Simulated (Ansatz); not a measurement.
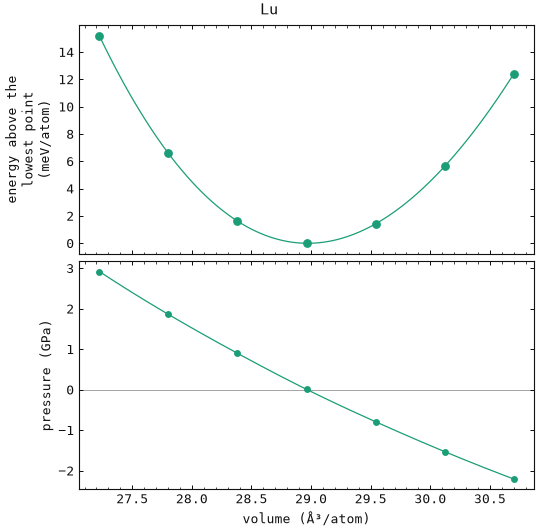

Plotted: energy above the lowest point and pressure against volume for Lu, space group Fm-3m (No. 225) (one of a set of cubic test structures, which need not be the stable phase).

How it was computed, with Ansatz 0.2.0 development build: equation of state of a cubic crystal from periodic Kohn-Sham density functional theory without spin, third-order Birch-Murnaghan fit to the free energies; pressure corrected for the finite basis. Level: PBE.

```csv
setting,value
structure type,fcc
atoms in cell,1
space group number,225
lattice centring,face-centred primitive
k mesh,38×38×38
occupation method,Fermi–Dirac
occupation width,0.06123 eV
wave cutoff,420 eV
datasets,soft-1 PAW
density tolerance,1e-07 eV
bands,17
density cutoff ratio,4
search for lower states,default
```

> What equilibrium volume and bulk modulus follow from the curve?

A third-order Birch–Murnaghan fit gives V0 = 28.97 Å³/atom, B0 = 42.1 GPa and B′ = 3.5.

> What does the pressure do across the range?

It falls from 2.920 GPa at volume 27.22 Å³/atom to −2.204 GPa at 30.70 Å³/atom, and changes sign near 28.97 Å³/atom.

Caveats: cubic model structure, not the ambient form.
